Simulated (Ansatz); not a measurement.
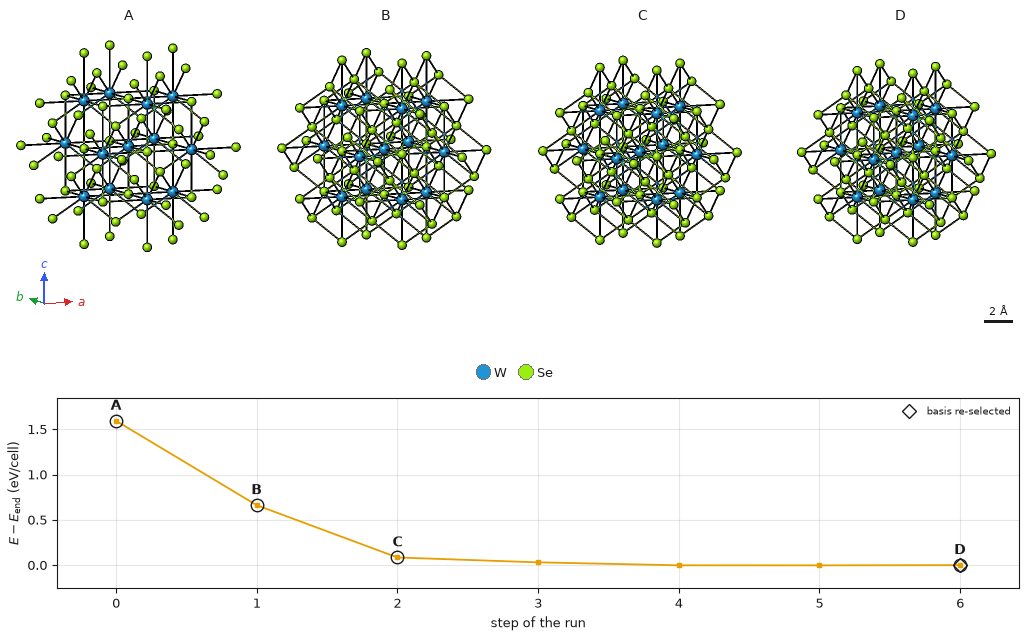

Frames of a relaxation of crystalline WSe$_{2}$ (a generated structure, set up in F-43m) (coarse preliminary run), marked on the history of the run. The picture is a ball-and-stick view of the conventional cell (4 times the calculation's cell), seen slightly off an axis. Lengths and directions refer to the drawn axes.

Theory: DFT PBE, scalar-relativistic, plane waves, PAW in Ansatz. Settings: plane-wave cutoff 420 eV; k-point mesh 4 × 4 × 4; occupations gaussian; smearing width 0.1 eV; collinear spin; cell and atoms relaxed; force threshold 0.04 eV/Å; at most 70 steps.

Question: Describe the path.

Answer: After 5 accepted moves (6 points after the start) the energy has fallen by 1.593 eV per cell of the calculation. All forces vanish by symmetry, so only the cell relaxes. The pressure goes from −12.98 to 0.05 GPa. The SCF was repeated once at an unchanged geometry on a basis and grid sized afresh for the cell, which shifted the energy by 2.1 meV per cell of the calculation at most. No atom moves by more than 0.005 Å relative to the cell. The volume changes by −31.5 %, with a = b = c 7.042 → 6.207 Å (−11.9 %). Among the contacts that change: Se–W 3.521 → 3.103 Å, Se–W 3.049 → 2.688 Å, Se–Se 3.049 → 2.688 Å. The space group stays F-43m (No. 216). Cost: 23 s on 1 thread of AMD EPYC 7R43 64-Core Processor (Zen 3) (shared host), peak memory 0.44 GiB. From step 0 to 1: volume −13.9 %, energy −0.932 eV per cell of the calculation. From step 1 to 2: volume −14.6 %, energy −0.577 eV per cell of the calculation. From step 2 to 6: volume −6.9 %, energy −84.8 meV per cell of the calculation.

```csv
step,"E − E(0), meV/atom","pressure, GPa","volume, Å³/atom",note
0,0.00,-12.98,29.103,
1,-310.51,-10.84,25.051,
2,-502.75,-4.84,21.394,
3,-520.71,4.72,19.149,
4,-531.56,-0.51,20.033,
5,-531.72,0.06,19.924,
6,-531.02,0.05,19.924,"same geometry, new basis"
```
